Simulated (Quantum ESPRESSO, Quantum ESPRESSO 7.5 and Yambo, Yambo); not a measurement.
# Quasiparticle gap of GaN (honeycomb monolayer) in Yambo

Aim: the G0W0 gap of GaN (honeycomb monolayer) on PBE, step by step.

Main program and level: Quantum ESPRESSO 7.5 and Yambo 5.3.0; PBE and many-body steps on it, plane waves.

## 1. Set-up

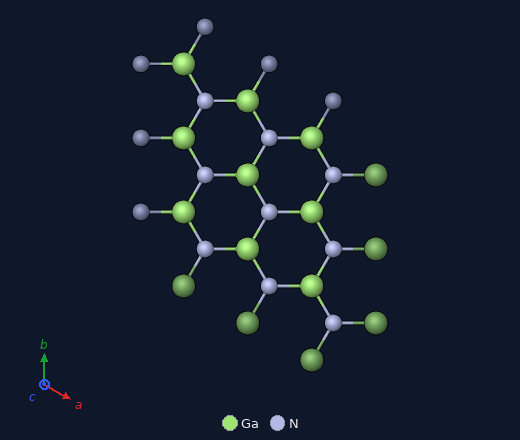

The starting structure, seen from above (gallium green, nitrogen light blue). 3×3×1 cells are drawn. Some periodic images of atoms are drawn too.

The cell holds 2 atoms: 1 Ga and 1 N. Its edges and angles: a = 3.213 Å, b = 3.213 Å, c = 14.000 Å, α = 90.0°, β = 90.0°, γ = 120.0°. Vacuum lies along c.

The structure was relaxed with PBE. The runs that relaxed it are not among those shown.

## 2. Ground state

This step: Quantum ESPRESSO 7.5; DFT, PBE, plane waves, norm-conserving pseudopotentials.

The ground-state density comes first.

Input file pw.in:

```
&control
  calculation = 'scf'
  prefix = 'x'
  outdir = 'o'
  pseudo_dir = 'pseudo'
/
&system
  ibrav = 0
  nat = 2
  ntyp = 2
  ecutwfc = 72.0
  nbnd = 14
  force_symmorphic = .true.
/
&electrons
  conv_thr = 1e-10
  electron_maxstep = 80
  mixing_beta = 0.5
/
ATOMIC_SPECIES
  Ga 69.723 Ga.upf
  N 14.007 N.upf
CELL_PARAMETERS angstrom
  3.2128946041 -0.0000000000 0.0000000000
  -1.6064473020 2.7824483469 0.0000000000
  0.0000000000 0.0000000000 14.0000000000
ATOMIC_POSITIONS crystal
  Ga 0.3333333333 0.6666666667 0.5000398335
  N 0.6666666667 0.3333333333 0.4999601665
K_POINTS automatic
  12 12 1 0 0 0
```

Run with:

```
OMP_NUM_THREADS=1 mpirun -n 4 pw.x -nk 4 -in pw.in > pw.out
```

Log:

```text
Program PWSCF v.7.5 starts

     This program is part of the open-source Quantum ESPRESSO suite
     for quantum simulation of materials; please cite
         "P. Giannozzi et al., J. Phys.:Condens. Matter 21 395502 (2009);
         "P. Giannozzi et al., J. Phys.:Condens. Matter 29 465901 (2017);
         "P. Giannozzi et al., J. Chem. Phys. 152 154105 (2020);
     in publications or presentations arising from this work. More details at
     Message from routine setup:
     using ibrav=0 with symmetry is DISCOURAGED, use correct ibrav instead

     G-vector sticks info

     bravais-lattice index     =            0
     lattice parameter (alat)  =       6.0715  a.u.
     unit-cell volume          =     844.5945 (a.u.)^3
     number of atoms/cell      =            2
     number of atomic types    =            2
     number of electrons       =        18.00
     number of Kohn-Sham states=           14
     kinetic-energy cutoff     =      72.0000  Ry
     charge density cutoff     =     288.0000  Ry
     scf convergence threshold =      1.0E-10
     mixing beta               =       0.5000
     number of iterations used =            8  plain     mixing
     Exchange-correlation= PBE
                           (   1   4   3   4   0   0   0)

     celldm(1)=   6.071491  celldm(2)=   0.000000  celldm(3)=   0.000000
     celldm(4)=   0.000000  celldm(5)=   0.000000  celldm(6)=   0.000000

     crystal axes: (cart. coord. in units of alat)
               a(1) = (   1.000000  -0.000000   0.000000 )
               a(2) = (  -0.500000   0.866025   0.000000 )
               a(3) = (   0.000000   0.000000   4.357441 )

     reciprocal axes: (cart. coord. in units 2 pi/alat)
               b(1) = (  1.000000  0.577350 -0.000000 )
               b(2) = (  0.000000  1.154701 -0.000000 )
               b(3) = ( -0.000000 -0.000000  0.229492 )
     Pseudo is Norm-conserving + core correction, Zval = 13.0
     Generated using ONCVPSP code by D. R. Hamann
     Using radial grid of 1902 points,  6 beta functions with:
     Pseudo is Norm-conserving + core correction, Zval =  5.0
     Generated using ONCVPSP code by D. R. Hamann
     Using radial grid of 1058 points,  4 beta functions with:
     Ga               13.00    69.72300     Ga( 1.00)
     N                 5.00    14.00700     N ( 1.00)

      6 Sym. Ops. (no inversion) found

   Cartesian axes

     site n.     atom                  positions (alat units)
         1        Ga     tau(   1) = (  -0.0000000   0.5773503   2.1788943  )
         2        N      tau(   2) = (   0.5000000   0.2886751   2.1785471  )

     number of k points=    19
                       cart. coord. in units 2pi/alat
        k(    1) = (   0.0000000   0.0000000   0.0000000), wk =   0.0138889
        k(    2) = (   0.0000000   0.0962250   0.0000000), wk =   0.0833333
        k(    3) = (   0.0000000   0.1924501   0.0000000), wk =   0.0833333
        k(    4) = (   0.0000000   0.2886751   0.0000000), wk =   0.0833333
        k(    5) = (   0.0000000   0.3849002   0.0000000), wk =   0.0833333
        k(    6) = (   0.0000000   0.4811252   0.0000000), wk =   0.0833333
        k(    7) = (   0.0000000  -0.5773503   0.0000000), wk =   0.0416667
        k(    8) = (   0.0833333   0.1443376   0.0000000), wk =   0.0833333
        k(    9) = (   0.0833333   0.2405626   0.0000000), wk =   0.1666667
        k(   10) = (   0.0833333   0.3367877   0.0000000), wk =   0.1666667
     [... 7 further rows ...]
        k(   18) = (   0.2500000   0.5292377   0.0000000), wk =   0.1666667
        k(   19) = (   0.3333333   0.5773503   0.0000000), wk =   0.0277778

     Dense  grid:    69815 G-vectors     FFT dimensions: (  36,  36, 144)

     Initial potential from superposition of free atoms

     starting charge      17.9973, renormalised to      18.0000
     Starting wfcs are   13 randomized atomic wfcs +    1 random wfcs

     per-process dynamical memory:    52.5 Mb

     Self-consistent Calculation

     iteration #  1     ecut=    72.00 Ry     beta= 0.50

     total energy              =    -173.44073753 Ry
     estimated scf accuracy    <       0.76643911 Ry

     iteration #  2     ecut=    72.00 Ry     beta= 0.50

     total energy              =    -173.66120638 Ry
     estimated scf accuracy    <       0.26454301 Ry

     iteration #  3     ecut=    72.00 Ry     beta= 0.50

     total energy              =    -173.70675225 Ry
     estimated scf accuracy    <       0.00592751 Ry

     iteration #  4     ecut=    72.00 Ry     beta= 0.50

     total energy              =    -173.70741898 Ry
     estimated scf accuracy    <       0.00191615 Ry

     iteration #  5     ecut=    72.00 Ry     beta= 0.50

     total energy              =    -173.70739026 Ry
     estimated scf accuracy    <       0.00016025 Ry

     iteration #  6     ecut=    72.00 Ry     beta= 0.50

     total energy              =    -173.70743512 Ry
     estimated scf accuracy    <       0.00004248 Ry

     iteration #  7     ecut=    72.00 Ry     beta= 0.50

     total energy              =    -173.70743260 Ry
     estimated scf accuracy    <       0.00000926 Ry

     iteration #  8     ecut=    72.00 Ry     beta= 0.50

     total energy              =    -173.70743542 Ry
     estimated scf accuracy    <       0.00000309 Ry

     iteration #  9     ecut=    72.00 Ry     beta= 0.50

     total energy              =    -173.70743588 Ry
     estimated scf accuracy    <       0.00000004 Ry

     iteration # 10     ecut=    72.00 Ry     beta= 0.50

     total energy              =    -173.70743588 Ry
     estimated scf accuracy    <       0.00000003 Ry

     iteration # 11     ecut=    72.00 Ry     beta= 0.50

     total energy              =    -173.70743589 Ry
     estimated scf accuracy    <          5.7E-10 Ry

     iteration # 12     ecut=    72.00 Ry     beta= 0.50

     total energy              =    -173.70743589 Ry
     estimated scf accuracy    <          4.6E-10 Ry

     iteration # 13     ecut=    72.00 Ry     beta= 0.50

     End of self-consistent calculation

          k = 0.0000 0.0000 0.0000 (  8777 PWs)   bands (ev):

   -17.6997 -16.0071 -16.0071 -15.6516 -15.6516 -14.9388  -5.0104  -2.7831
    -2.7831  -0.2760   2.4066   2.6041   4.0252   4.6790

          k = 0.0000 0.0962 0.0000 (  8705 PWs)   bands (ev):

   -17.6509 -16.0022 -15.9881 -15.6597 -15.6527 -14.9059  -4.9011  -3.4021
    -2.9230   0.1781   2.4928   2.7748   4.1933   4.7217

          k = 0.0000 0.1925 0.0000 (  8702 PWs)   bands (ev):

   -17.5244 -15.9814 -15.9357 -15.6821 -15.6559 -14.8003  -4.6346  -4.5849
    -3.2841   0.9645   2.7137   3.2449   4.6532   4.8346

          k = 0.0000 0.2887 0.0000 (  8718 PWs)   bands (ev):

     [... further k-points ...]

     highest occupied, lowest unoccupied level (ev):    -2.4503   -0.2760

!    total energy              =    -173.70743589 Ry
     estimated scf accuracy    <          1.6E-11 Ry

     The total energy is the sum of the following terms:
     one-electron contribution =    -496.12383855 Ry
     hartree contribution      =     256.89668195 Ry
     xc contribution           =     -48.00570299 Ry
     ewald contribution        =     113.52542370 Ry

     convergence has been achieved in  13 iterations

     XML data file, charge density, pseudopotentials, collected wavefunctions

=------------------------------------------------------------------------------=
   JOB DONE.
=------------------------------------------------------------------------------=
```

Wall time 15 s (4 MPI ranks of Arm Neoverse V1, shared host); peak memory 0.38 GiB; 58 s of CPU time.

Numbers from this step:

```yaml
total_energy: -2363.4101 eV
gap: 2.174 eV
k_of_the_valence_top: 0.3333, 0.3333, 0
k_of_the_conduction_bottom: 0, 0, 0
least_direct_gap: 2.507 eV
```

The gap is indirect, with the least direct gap 0.33 eV higher.

## 3. Bands along the symmetry lines

The cheap functional maps the bands first; the places of the edges decide which points the dearer methods must see.

Input file pw.in:

```
&control
  calculation = 'bands'
  prefix = 'x'
  outdir = 'o'
  pseudo_dir = 'pseudo'
/
&system
  ibrav = 0
  nat = 2
  ntyp = 2
  ecutwfc = 72.0
  nbnd = 15
  force_symmorphic = .true.
/
&electrons
  conv_thr = 1e-9
  electron_maxstep = 80
  diago_full_acc = .true.
  diago_thr_init = 5e-6
/
ATOMIC_SPECIES
  Ga 69.723 Ga.upf
  N 14.007 N.upf
CELL_PARAMETERS angstrom
  3.2128946041 -0.0000000000 0.0000000000
  -1.6064473020 2.7824483469 0.0000000000
  0.0000000000 0.0000000000 14.0000000000
ATOMIC_POSITIONS crystal
  Ga 0.3333333333 0.6666666667 0.5000398335
  N 0.6666666667 0.3333333333 0.4999601665
K_POINTS crystal
  25
  0.00000000 0.00000000 0.00000000 1
  0.06250000 0.00000000 0.00000000 1
  0.12500000 0.00000000 0.00000000 1
  0.18750000 0.00000000 0.00000000 1
  0.25000000 0.00000000 0.00000000 1
  0.31250000 0.00000000 0.00000000 1
  0.37500000 0.00000000 0.00000000 1
  0.43750000 0.00000000 0.00000000 1
  0.50000000 0.00000000 0.00000000 1
  0.47916667 0.04166667 0.00000000 1
  0.45833333 0.08333333 0.00000000 1
  0.43750000 0.12500000 0.00000000 1
  0.41666666 0.16666666 0.00000000 1
  0.39583333 0.20833333 0.00000000 1
  0.37500000 0.25000000 0.00000000 1
  0.35416666 0.29166666 0.00000000 1
  0.33333333 0.33333333 0.00000000 1
  0.29166666 0.29166666 0.00000000 1
  0.25000000 0.25000000 0.00000000 1
  0.20833333 0.20833333 0.00000000 1
  0.16666666 0.16666666 0.00000000 1
  0.12500000 0.12500000 0.00000000 1
  0.08333333 0.08333333 0.00000000 1
  0.04166667 0.04166667 0.00000000 1
  0.00000000 0.00000000 0.00000000 1
```

Log:

```text
[banner, memory and clock lines left out]
Program PWSCF v.7.5 starts

     Atomic positions and unit cell read from directory:
     o/x.save/

     Message from routine setup:
     using ibrav=0 with symmetry is DISCOURAGED, use correct ibrav instead

     G-vector sticks info

     bravais-lattice index     =            0
     lattice parameter (alat)  =       6.0715  a.u.
     unit-cell volume          =     844.5945 (a.u.)^3
     number of atoms/cell      =            2
     number of atomic types    =            2
     number of electrons       =        18.00
     number of Kohn-Sham states=           15
     kinetic-energy cutoff     =      72.0000  Ry
     charge density cutoff     =     288.0000  Ry
     Exchange-correlation= PBE
                           (   1   4   3   4   0   0   0)

     celldm(1)=   6.071491  celldm(2)=   0.000000  celldm(3)=   0.000000
     celldm(4)=   0.000000  celldm(5)=   0.000000  celldm(6)=   0.000000

     crystal axes: (cart. coord. in units of alat)
               a(1) = (   1.000000  -0.000000   0.000000 )
               a(2) = (  -0.500000   0.866025   0.000000 )
               a(3) = (   0.000000   0.000000   4.357441 )

     reciprocal axes: (cart. coord. in units 2 pi/alat)
               b(1) = (  1.000000  0.577350 -0.000000 )
               b(2) = (  0.000000  1.154701 -0.000000 )
               b(3) = ( -0.000000 -0.000000  0.229492 )
     Pseudo is Norm-conserving + core correction, Zval = 13.0
     Generated using ONCVPSP code by D. R. Hamann
     Using radial grid of 1902 points,  6 beta functions with:
     Pseudo is Norm-conserving + core correction, Zval =  5.0
     Generated using ONCVPSP code by D. R. Hamann
     Using radial grid of 1058 points,  4 beta functions with:
     Ga               13.00    69.72300     Ga( 1.00)
     N                 5.00    14.00700     N ( 1.00)

      6 Sym. Ops. (no inversion) found

   Cartesian axes

     site n.     atom                  positions (alat units)
         1        Ga     tau(   1) = (  -0.0000000   0.5773503   2.1788943  )
         2        N      tau(   2) = (   0.5000000   0.2886751   2.1785471  )

     number of k points=    25
                       cart. coord. in units 2pi/alat
        k(    1) = (   0.0000000   0.0000000   0.0000000), wk =   0.0800000
        k(    2) = (   0.0625000   0.0360844   0.0000000), wk =   0.0800000
        k(    3) = (   0.1250000   0.0721688   0.0000000), wk =   0.0800000
[...]
[... 13 further rows ...]
        k(   24) = (   0.0416667   0.0721688   0.0000000), wk =   0.0800000
        k(   25) = (   0.0000000   0.0000000   0.0000000), wk =   0.0800000

     Dense  grid:    69815 G-vectors     FFT dimensions: (  36,  36, 144)

     The potential is recalculated from file :
     o/x.save/charge-density

     Starting wfcs are   13 randomized atomic wfcs +    2 random wfcs

     Band Structure Calculation

     End of band structure calculation

          k = 0.0000 0.0000 0.0000 (  8777 PWs)   bands (ev):

   -17.6997 -16.0071 -16.0071 -15.6516 -15.6516 -14.9387  -5.0104  -2.7831
    -2.7831  -0.2760   2.4066   2.6041   4.0252   4.6790   7.3156

          k = 0.0625 0.0361 0.0000 (  8723 PWs)   bands (ev):

   -17.6719 -16.0044 -15.9962 -15.6562 -15.6522 -14.9204  -4.9488  -3.1564
    -2.8631   0.0036   2.4557   2.7010   4.1205   4.7034   7.5788

          k = 0.1250 0.0722 0.0000 (  8686 PWs)   bands (ev):

   -17.5947 -15.9945 -15.9653 -15.6694 -15.6541 -14.8631  -4.7673  -3.9852
    -3.0833   0.5662   2.5923   2.9781   4.3944   4.7707   7.4905

[...]
k = 0.0417 0.0722 0.0000 (  8721 PWs)   bands (ev):

   -17.6628 -16.0037 -15.9925 -15.6576 -15.6525 -14.9142  -4.9283  -3.2629
    -2.8921   0.0824   2.4717   2.7328   4.1520   4.7113   7.5812

          k = 0.0000 0.0000 0.0000 (  8777 PWs)   bands (ev):

   -17.6997 -16.0071 -16.0071 -15.6516 -15.6516 -14.9387  -5.0104  -2.7831
    -2.7831  -0.2760   2.4066   2.6041   4.0252   4.6790   7.3155

     XML data file, pseudopotentials, collected wavefunctions
```

Elapsed: 6.4 s, on 4 MPI ranks; peak memory 0.3 GiB.

Numbers from this step:

```
gap                        : 2.174 eV
k of the valence top       : 0.3333, 0.3333, 0
k of the conduction bottom : 0, 0, 0
least direct gap           : 2.507 eV
```

The gap is 2.174 eV, as in the run before at this level.

The electronic bands at the labelled points (eV, zero at the top of the highest filled band):

```csv
point,band 6,band 7,band 8,band 9,band 10,band 11,band 12,band 13
Γ,-12.49,-2.56,-0.33,-0.33,2.17,4.86,5.05,6.48
M,-11.37,-6.08,-2.09,-0.34,4.78,5.24,8.25,9.27
K,-11.02,-5.56,-4.25,0.00,5.09,7.39,8.89,9.33
Γ,-12.49,-2.56,-0.33,-0.33,2.17,4.86,5.05,6.48
```

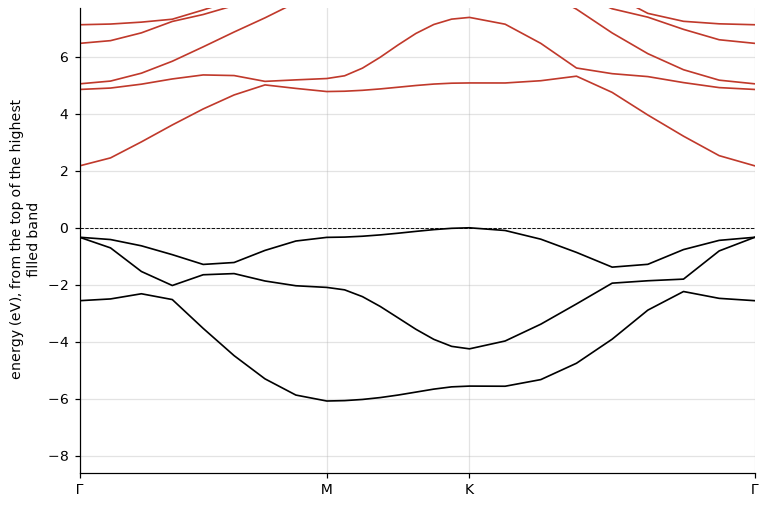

Electronic bands along the path; lines of filled and empty bands in two colours.

## 4. Empty states on the mesh, 9×9×1 mesh, 175 bands

The sums over transitions need many empty states on a uniform mesh; this step solves for them.

Input file pw.in:

```
&control
  calculation = 'nscf'
  prefix = 'x'
  outdir = 'o'
  pseudo_dir = 'pseudo'
/
&system
  ibrav = 0
  nat = 2
  ntyp = 2
  ecutwfc = 72.0
  nbnd = 175
  force_symmorphic = .true.
/
&electrons
  conv_thr = 1e-9
  electron_maxstep = 80
  diago_full_acc = .true.
  diago_thr_init = 5e-6
/
ATOMIC_SPECIES
  Ga 69.723 Ga.upf
  N 14.007 N.upf
CELL_PARAMETERS angstrom
  3.2128946041 -0.0000000000 0.0000000000
  -1.6064473020 2.7824483469 0.0000000000
  0.0000000000 0.0000000000 14.0000000000
ATOMIC_POSITIONS crystal
  Ga 0.3333333333 0.6666666667 0.5000398335
  N 0.6666666667 0.3333333333 0.4999601665
K_POINTS automatic
  9 9 1 0 0 0
```

Log:

```text
[banner, memory and clock lines left out]
Program PWSCF v.7.5 starts

     Atomic positions and unit cell read from directory:
     o/x.save/

     Message from routine setup:
     using ibrav=0 with symmetry is DISCOURAGED, use correct ibrav instead

     G-vector sticks info

     bravais-lattice index     =            0
     lattice parameter (alat)  =       6.0715  a.u.
     unit-cell volume          =     844.5945 (a.u.)^3
     number of atoms/cell      =            2
     number of atomic types    =            2
     number of electrons       =        18.00
     number of Kohn-Sham states=          175
     kinetic-energy cutoff     =      72.0000  Ry
     charge density cutoff     =     288.0000  Ry
     Exchange-correlation= PBE
                           (   1   4   3   4   0   0   0)

     celldm(1)=   6.071491  celldm(2)=   0.000000  celldm(3)=   0.000000
     celldm(4)=   0.000000  celldm(5)=   0.000000  celldm(6)=   0.000000

     crystal axes: (cart. coord. in units of alat)
               a(1) = (   1.000000  -0.000000   0.000000 )
               a(2) = (  -0.500000   0.866025   0.000000 )
               a(3) = (   0.000000   0.000000   4.357441 )

     reciprocal axes: (cart. coord. in units 2 pi/alat)
               b(1) = (  1.000000  0.577350 -0.000000 )
               b(2) = (  0.000000  1.154701 -0.000000 )
               b(3) = ( -0.000000 -0.000000  0.229492 )
     Pseudo is Norm-conserving + core correction, Zval = 13.0
     Generated using ONCVPSP code by D. R. Hamann
     Using radial grid of 1902 points,  6 beta functions with:
     Pseudo is Norm-conserving + core correction, Zval =  5.0
     Generated using ONCVPSP code by D. R. Hamann
     Using radial grid of 1058 points,  4 beta functions with:
     Ga               13.00    69.72300     Ga( 1.00)
     N                 5.00    14.00700     N ( 1.00)

      6 Sym. Ops. (no inversion) found

   Cartesian axes

     site n.     atom                  positions (alat units)
         1        Ga     tau(   1) = (  -0.0000000   0.5773503   2.1788943  )
         2        N      tau(   2) = (   0.5000000   0.2886751   2.1785471  )

     number of k points=    12
                       cart. coord. in units 2pi/alat
        k(    1) = (   0.0000000   0.0000000   0.0000000), wk =   0.0246914
        k(    2) = (   0.0000000   0.1283001   0.0000000), wk =   0.1481481
        k(    3) = (   0.0000000   0.2566001   0.0000000), wk =   0.1481481
[...]
k(   11) = (   0.2222222   0.5132002   0.0000000), wk =   0.2962963
        k(   12) = (   0.3333333   0.5773503   0.0000000), wk =   0.0493827

     Dense  grid:    69815 G-vectors     FFT dimensions: (  36,  36, 144)

     The potential is recalculated from file :
     o/x.save/charge-density

     Starting wfcs are   13 randomized atomic wfcs +  162 random wfcs

     Band Structure Calculation

     End of band structure calculation

          k = 0.0000 0.0000 0.0000 (  8777 PWs)   bands (ev):

   -17.6997 -16.0071 -16.0071 -15.6516 -15.6516 -14.9387  -5.0104  -2.7831
    -2.7831  -0.2760   2.4066   2.6041   4.0252   4.6790   7.3155   7.5733
     8.4922   8.4922  12.0397  12.1588  13.7706  17.1594  17.1594  17.4376
[...]
[... 10 further rows ...]
[...]
67.6928  68.0293  68.2880  68.2880  68.3013  69.3517  69.3517

          k = 0.0000 0.1283 0.0000 (  8686 PWs)   bands (ev):

[...]
[... 10 further rows ...]
[...]
69.0039  69.5073  69.6818  69.7756  69.8151  70.0365  70.1398

          k = 0.0000 0.2566 0.0000 (  8690 PWs)   bands (ev):

[...]
35.2539  35.6268  35.8761  36.1072  36.4073  36.8067  37.1951  37.7101
     [... 10 further rows ...]
    65.4858  65.6798  65.7708  65.7918  66.9845  67.1715  67.4409  68.0080
    68.0139  68.3768  68.7288  69.6640  69.9488  70.0659  70.8334

          k = 0.0000 0.3849 0.0000 (  8718 PWs)   bands (ev):

     [... further k-points ...]

     highest occupied, lowest unoccupied level (ev):    -2.4504   -0.2760

     XML data file, pseudopotentials, collected wavefunctions
```

The job ended after 44 s (4 MPI ranks; peak memory 0.74 GiB; 2.9 min of CPU time).

Numbers from this step:

```
gap                                                           : 2.174 eV
k of the valence top                                          : 0.3333, 0.3333, 0
k of the conduction bottom                                    : 0, 0, 0
least direct gap                                              : 2.507 eV
k points computed                                             : 12
lowest point of the top converged band, above the valence top : 70.5696 eV
```

On this mesh the gap is 2.174 eV.

[end of part 1 of 2]

[Paths, hosts, dates, memory and timing lines, banners, echoed tables and standing remarks are left out of the program output.]

[Logs are printed without paths, hosts, clocks, repeated set-up lines and the standing remarks that a program may print on its own settings, such as how far it seeks lower states.]

[Runs of the session that timed out or met a known fault of the program may be left out.]

[Hosts, paths, dates, database ids (printed as entryN), source tags and the programs' standing remarks are cut or masked in the printed files.]
